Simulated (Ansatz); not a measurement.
# Fermi surface of Ti in space group Im-3m

```
Ti
1.0
    -1.64100    1.64100    1.64100
     1.64100   -1.64100    1.64100
     1.64100    1.64100   -1.64100
Ti
1
Direct
  0.00000 0.00000 0.00000
```

The calculation used DFT PBE, scalar-relativistic, plane waves, PAW; levels and slopes on a dense k mesh at the converged density (Ansatz 0.2.0). No spin polarisation. Mesh 34×34×34, interpolated with the band slopes. Unrelaxed database geometry.

## 1. The sheets

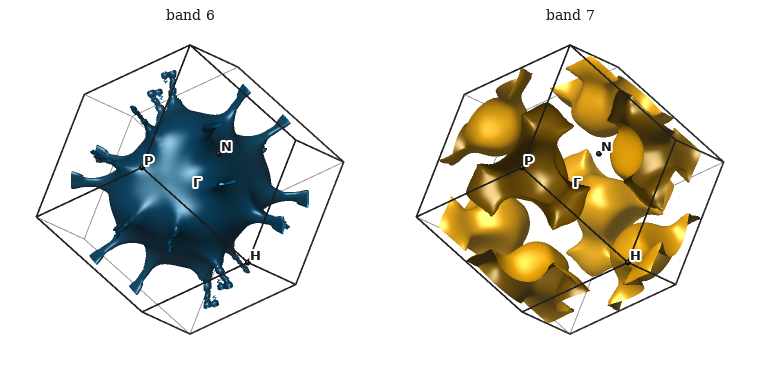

Computed Fermi surface of this crystal. Each panel holds one band. The brighter face of a sheet looks towards empty states.

**Describe the Fermi surface sheet by sheet.**

Two bands cross the Fermi level; this is a three-dimensional metal.

Band 6: an open hole network that joins neighbouring zones in all directions (21 % of the zone).
Band 7: two electron pockets centred at P (each 11 % of the zone).
A pocket cut by a face of the zone is counted once with the part on the opposite face.

## 2. Nesting

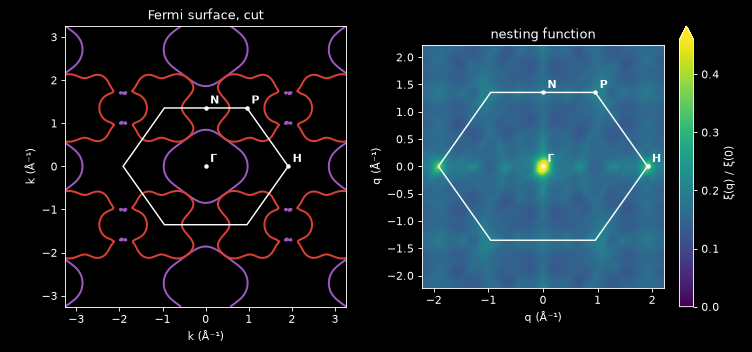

This crystal: a cut of the Fermi surface and the nesting function ξ(q) = Σ δ(ε_k) δ(ε_k+q) over all sheets (each δ a Gaussian as wide as the level changes between mesh points, at least 0.03 eV; heights depend on it), both in the plane through Γ, H and P.

**Where does the nesting function have its highest maximum apart from q = 0?**

The highest maximum lies at H, at q = (−0.50, −0.50, 0.50) in units of the primitive reciprocal vectors. It reaches 0.42 of the value at q = 0, against a mean of 0.16. A peak of ξ alone doesn't prove an instability there.

## 3. Speeds

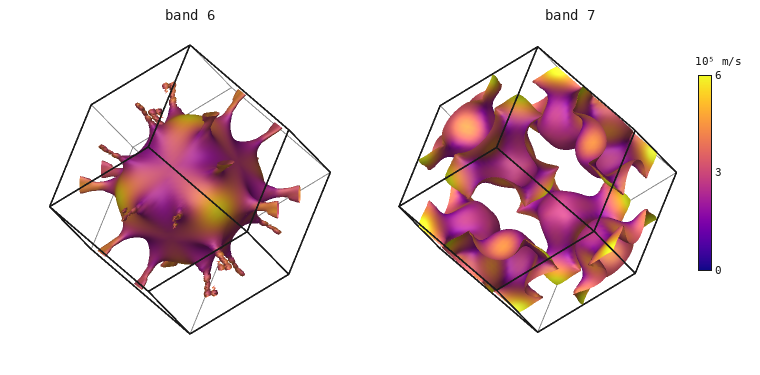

Fermi surface of this crystal, coloured by the Fermi speed.

**How fast are the electrons on each sheet?**

Band 6: 2.2 to 5.1 × 10⁵ m/s over most of the sheet, 3.1 × 10⁵ m/s on average over states. Band 7: 2.0 to 5.6 × 10⁵ m/s over most of the sheet, 3.0 × 10⁵ m/s on average over states.

## 4. Cuts and bands

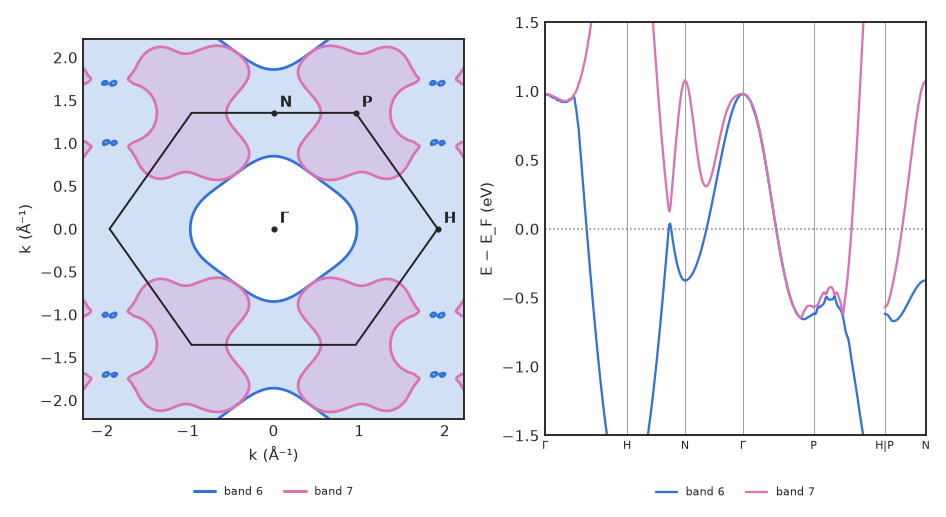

This crystal: cut through the Fermi surface in the plane through Γ, H and P, filled states shaded, and the bands that cross the Fermi level.

**For each band, read its level at the labelled points (eV from the Fermi level).**

| band | Γ | H | N |
| --- | --- | --- | --- |
| band 6 | +0.98 | below | −0.38 |
| band 7 | +0.98 | above | +1.08 |

Negative values are filled states; "above" and "below" lie outside the plotted window.

A magnetic state wasn't tried and may lie lower. Necks and pockets thinner than about two mesh steps aren't resolved, so separate pockets may in truth be joined.

Cost: 9.4 s on 1 thread of Arm Neoverse V1, with other jobs on the host, peak memory 0.36 GiB.
